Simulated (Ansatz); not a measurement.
Ga4As3P

Input

```
crystal:
  lattice:
    - [-2.7094759458, 2.7094759458, 5.4189518916]
    - [2.7094759458, -2.7094759458, 5.4189518916]
    - [2.7094759458, 2.7094759458, -5.4189518916]
  atoms:
    - { symbol: P, position: [0.0, 0.0, 0.0] }
    - { symbol: Ga, position: [0.625, 0.625, 0.5] }
    - { symbol: As, position: [0.25, 0.75, 0.5] }
    - { symbol: Ga, position: [0.875, 0.375, 0.0] }
    - { symbol: As, position: [0.5, 0.5, 0.0] }
    - { symbol: Ga, position: [0.125, 0.125, 0.5] }
    - { symbol: As, position: [0.75, 0.25, 0.5] }
    - { symbol: Ga, position: [0.375, 0.875, 0.0] }
kpoints:
  mp_grid: { grid: [6, 6, 6] }
hamiltonian:
  xc: pbe
scf:
  occupations: { method: fermi_dirac, width: 0.02 }
relax:
  f_tol: 0.005
  cell: {}
output:
  write_density: true
  write_potential: true
  elf: true
  volumetric_format: npy
```

Run with:

```sh
ansatz run input.yaml --threads 2 --pin off --max-ram 29491MiB --backend cpu --events-out ev --progress --plain --runs-dir out
```

Below, planes, directions and counts refer to the conventional cell (a = 5.68 Å, b = 5.68 Å, c = 11.36 Å, α = 90.00°, β = 90.00°, γ = 90.00°).

The fields are those of the relaxed geometry.

Space group I-42m; started from the ordered alloy on zincblende lattice prototype, which need not be the ambient phase.

Method: Ansatz, DFT, PBE, plane waves, PAW.

Core electrons are frozen (PAW), and the valence fields are smoothed inside the atomic spheres.

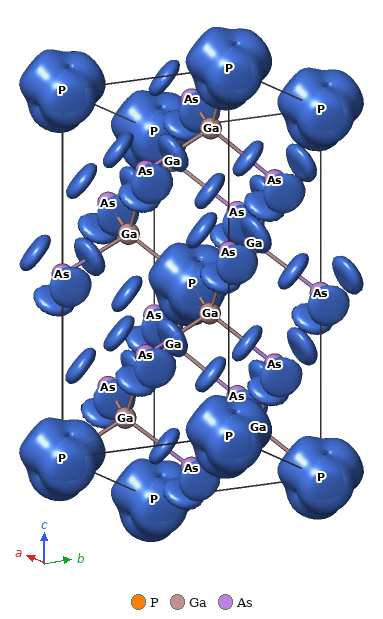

Figure 1. Isosurface of the electron localisation function at 0.7 (blue), seen at an oblique angle. Core shells and regions of very low density are left out. Sticks mark near contacts.

Question: What do the ELF domains correspond to?

Answer: The ELF exceeds this value in 24 regions between bonded As–Ga atoms (shared pairs) and two regions on P in which the atom's valence shell and bonds are merged, counted in one cell of 16 atoms. Any copies at cell faces, edges or corners count once. Along the contacts the grid gives the following. Ga–P (2.40 Å): the ELF peaks at about 0.90 in the valence shell of P, 0.9 Å from its nucleus, and is about 0.75 at the midpoint. Ga–As (2.48 Å): the ELF peaks at about 0.80 between the atoms: localised, covalent bonding.

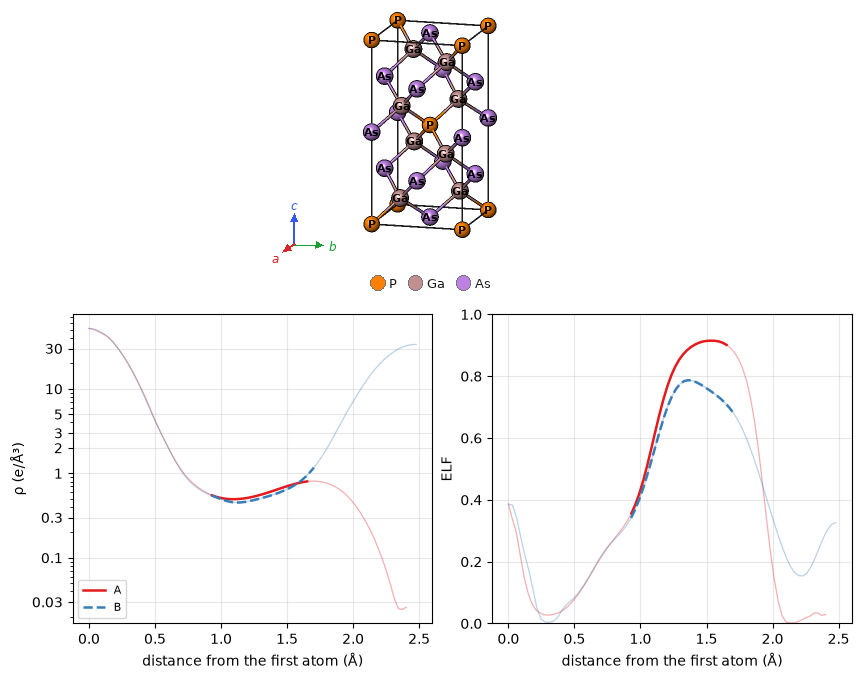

Figure 2. Valence electron density and electron localisation function along straight lines between neighbouring atoms. Thin, pale parts lie inside the atomic spheres. The structure is drawn too.

Question: Which curve belongs to which contact (Ga–As and Ga–P)? The first atom named is at distance zero.

Answer: Curve A: Ga–P (2.40 Å): ρ at the midpoint is about 0.51 e/Å³; the ELF peaks at about 0.90 in the valence shell of P, 0.9 Å from its nucleus, and is about 0.75 at the midpoint. Curve B: Ga–As (2.48 Å): ρ is about 0.48 e/Å³ halfway; the ELF peaks at about 0.80 between the atoms: localised, covalent bonding.

Question: Metal or insulator at this level of theory?

Answer: It is gapped, with a Kohn–Sham gap of 0.50 eV on the k-point mesh, an upper bound to the gap of this method.
